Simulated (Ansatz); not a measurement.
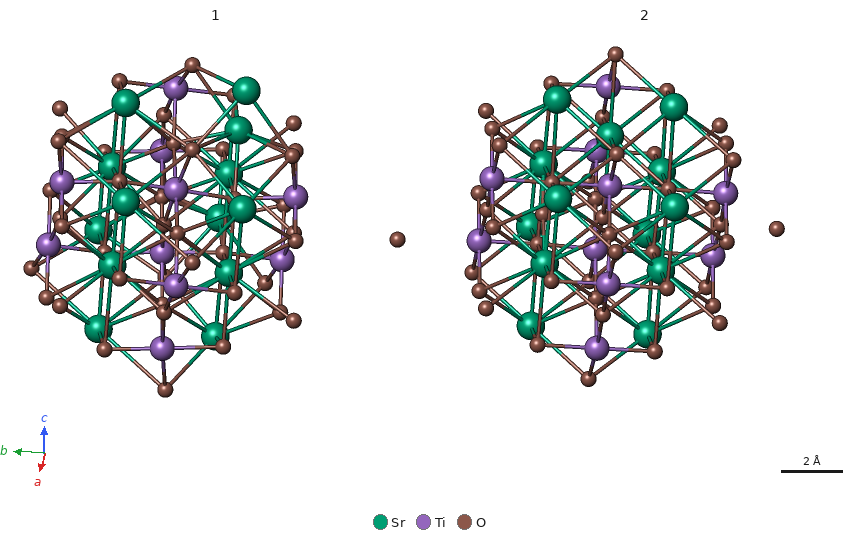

Two geometries of a defect cell of composition Sr₉Ti₈O₂₄, drawn at one scale. One is the start of a relaxation, the other its converged end. A ball-and-stick model of the atoms within 5.8 Å of the atom that moves most (axes of the cell of the calculation (origin shifted)), seen from a free direction.

Level of theory: DFT, PBEsol, PAW, plane waves in Ansatz. Settings: plane-wave cutoff 420 eV; k-point mesh 1 × 1 × 1; mesh shifted by (0.25, 0.25, 0.25); no spin polarisation; atoms relaxed in a fixed cell; force threshold 0.03 eV/Å; at most 80 steps.

> Which one is relaxed?

Structure 1 is the relaxed one. The energy falls by 19.975 eV per cell of the calculation in 27 geometry steps. The largest force component goes from 11 to 0.028 eV/Å. The largest move is that of an O atom, 2.47 Å roughly along [−1 0 1]. By element the largest moves are O 2.47 Å, Sr 1.95 Å, Ti 0.20 Å. The cell stays as it was. Near-neighbour distances that change, for instance: O–Ti 4.360 → 2.011 Å, O–Ti 1.947 → 4.089 Å, O–Sr 4.760 → 2.622 Å, Sr–Sr 2.773 → 4.737 Å. New bonds form: O–Sr (3.86 → 2.28 Å), O–Sr (4.38 → 2.77 Å), O–Sr (4.41 → 3.06 Å), O–Sr (4.76 → 2.62 Å). Bonds break: O–Sr (2.74 → 3.99 Å), O–Sr (2.74 → 4.01 Å), O–Sr (2.75 → 4.40 Å), O–Sr (2.75 → 4.62 Å). Among the angles between lasting bonds that change: O–Sr–O 179.1° → 69.0°, Sr–O–Sr 60.2° → 165.5°, O–Ti–O 179.5° → 88.7°.

Limits of the set-up: the periodic images lie only 7.8 Å apart, so the values are limited by the cell's size.
